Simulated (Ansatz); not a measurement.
System: Li$_{3}$TaO$_{4}$.

Input file:

```
crystal:
  lattice:
    - [-2.0422644255, 2.0422644255, 4.2529593121]
    - [2.0422644255, -2.0422644255, 4.2529593121]
    - [2.0422644255, 2.0422644255, -4.2529593121]
  atoms:
    - { symbol: Li, position: [0.5, 0.5, 0.0] }
    - { symbol: Li, position: [0.25, 0.75, 0.5] }
    - { symbol: Li, position: [0.75, 0.25, 0.5] }
    - { symbol: Ta, position: [0.0, 0.0, 0.0] }
    - { symbol: O, position: [0.0, 0.5, 0.5] }
    - { symbol: O, position: [0.7742593297, 0.7742593297, 0.0] }
    - { symbol: O, position: [0.5, 0.0, 0.5] }
    - { symbol: O, position: [0.2257406703, 0.2257406703, 0.0] }
basis:
  ecutwfc: 420
kpoints:
  mp_grid: { grid: [10, 10, 10] }
hamiltonian:
  xc: pbesol
scf:
  occupations: { method: gaussian, width: 0.05 }
output:
  forces: true
  stress: true
  eigenvalues: true
  write_density: true
  write_potential: true
  elf: true
  volumetric_format: npy
```

Launched as:

```sh
ansatz run input.yaml --threads 2 --pin off --max-ram 5120MiB --backend cpu --events-out ev --progress --plain --runs-dir out
```

Below, planes, directions and counts refer to the conventional cell (a = 4.08 Å, b = 4.08 Å, c = 8.51 Å, α = 90.00°, β = 90.00°, γ = 90.00°).

Space group I4/mmm; a structure from a database of computed crystals, not necessarily the ambient phase.

Computed with DFT PBEsol, scalar-relativistic, plane waves, PAW (Ansatz 0.2.0).

What can the converged valence pseudo-density and electron localisation function tell about the bonding?

Ta–O (1.92 Å): the density is about 1.1 e/Å³ at the midpoint; the ELF peaks at about 0.80 in the valence shell of O, 0.6 Å from its nucleus, and drops to about 0.25 between the two atoms; no localised pair shows between them.
Li–O (2.04 Å): ρ is about 0.3 e/Å³ halfway; the ELF peaks at about 0.80 in the valence shell of O, 0.6 Å from its nucleus, and falls to about 0.05 next to Li (an ionic contact with no shared pair).
Ta–O (2.04 Å): the density is about 0.76 e/Å³ at the midpoint; the ELF peaks at about 0.80 in the valence shell of O, 0.6 Å from its nucleus, and drops to about 0.20 between the two atoms: no shared electron pair shows on this line.
Li–O (2.13 Å): ρ is about 0.25 e/Å³ halfway; the ELF peaks at about 0.85 in the valence shell of O, 0.6 Å from its nucleus, and falls to about 0 next to Li: an ionic contact with no shared pair.

Metal or insulator at this level of theory?

It is gapped, with a Kohn–Sham gap of 1.6 eV on the k-point mesh (the band edges may lie off the mesh, which would make the gap smaller).

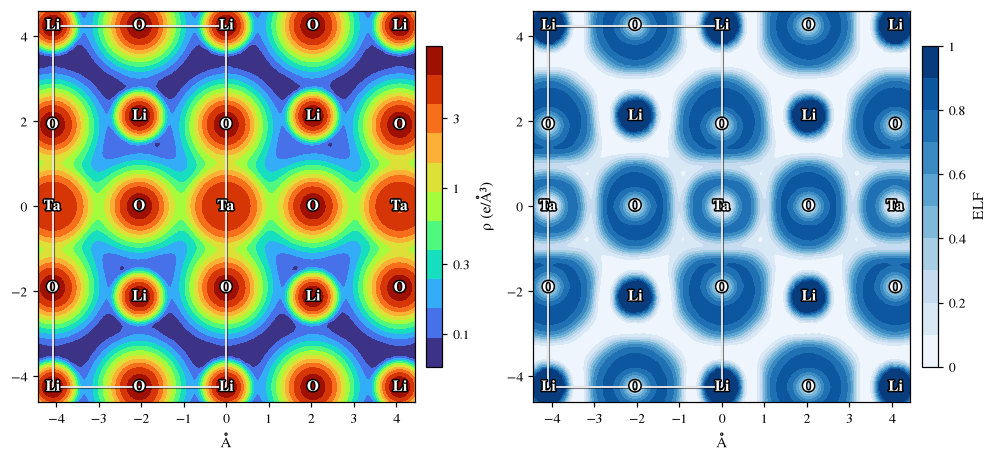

Computed valence pseudo-density and electron localisation function on the (010) plane of the conventional cell, in this order. 

The density is the valence pseudo-density of a PAW calculation; it isn't the true density close to the nuclei.
